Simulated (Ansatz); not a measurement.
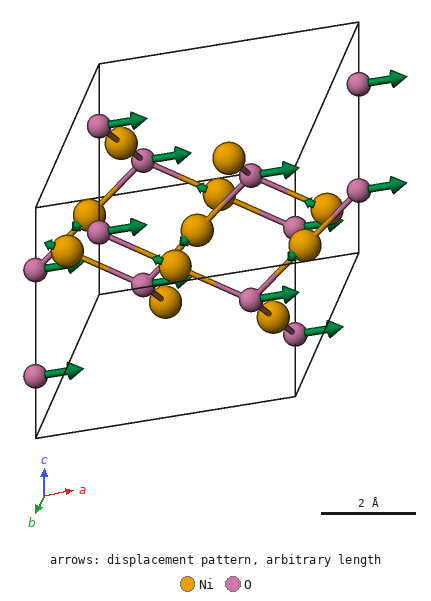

Lattice vibrations of solid Ni3O2 (a generated structure), space group R-3m (No. 166), at the zone centre. The optical levels lie at 148, 161 (×2), 193 (×2), 204, 361, 462, 569 (×2), 662 (×2) cm⁻¹. One mode is drawn. The green arrows are the displacements of the atoms (eigenvector over the root of the mass), of arbitrary overall length and sign. The picture is a ball-and-stick view of the conventional cell (3 times the calculation's cell), seen from a free direction. Lengths and directions refer to the drawn axes.

Level of theory: Ansatz, DFT PBE, scalar-relativistic, plane waves, PAW. Set-up: plane-wave cutoff 420 eV; k-point mesh 12 × 12 × 12; occupations fermi dirac; smearing width 0.15 eV; no spin polarisation.

The frequencies depend somewhat on the k-mesh and the smearing.

**To which level does it belong?**

The level at 662 cm⁻¹. This is the E_u mode (doubly degenerate; one member of the set is drawn), the highest optical level, infrared-active by symmetry. It stretches the shortest Ni–O bonds (1.79 Å); the kinetic energy is shared as O 76 %, Ni 24 %. The crystal is a metal, so free carriers screen the infrared response.
